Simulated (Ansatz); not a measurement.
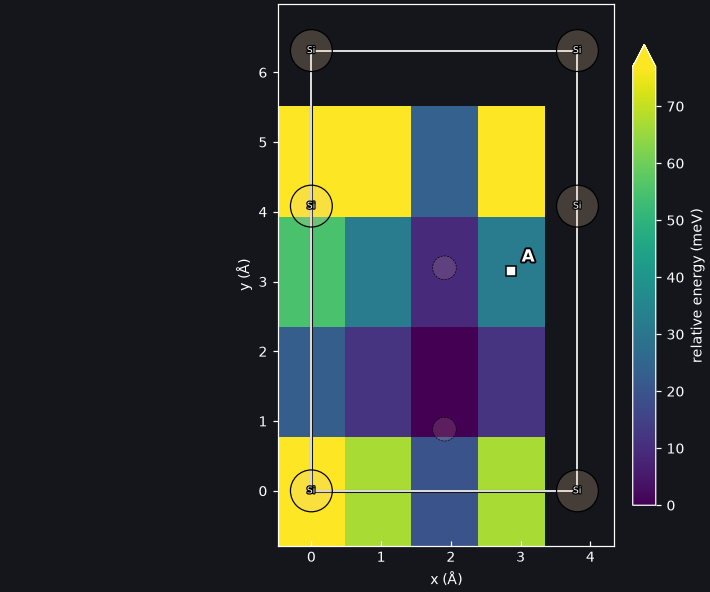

N₂ on a Si(100) slab cut from the P6_3/mmc phase, its upper half relaxed before the scan (16 atoms of substrate and one adsorbate in a 2 × 1 cell). 
- N2 is moved over the surface cell at a fixed height above a rigid substrate; the origin of the map has the adsorbate above Si13; the height is held at 3.10 Å.
- Places are given modulo a cell vector. The map is drawn in real space over the plane of the surface.
- Grid: 4 × 4 points; 12 points were computed and 4 follow by symmetry.
- Places are given in fractions of the 1 × 1 surface cell.
- All energies are given in meV relative to the lowest grid point.
- At a fixed height the lowest place need not be the adsorption site.
- These are results of DFT PBE+D3(BJ), scalar-relativistic, plane waves, PAW in Ansatz 0.2.0, not measurements. Settings: cutoff 420 eV, k-mesh 4×4×1, gaussian smearing 0.05 eV, no spin polarisation.

The picture shows one coloured cell a grid point, labelled circles for the atoms of the top layer and small ones for the second layer, the outline of one cell of the plane, one colour for all values above the top of the scale, the point A.

Question: Is A at rest? If not, where is it pushed?

Answer: A, at (3/4, 2/4) of the cell vectors, is not a stationary point. The computed force is 0.053 eV/Å in the plane, pointing down and left in the picture (components −0.038 and −0.038 eV/Å).

PAW datasets: the set soft_1.
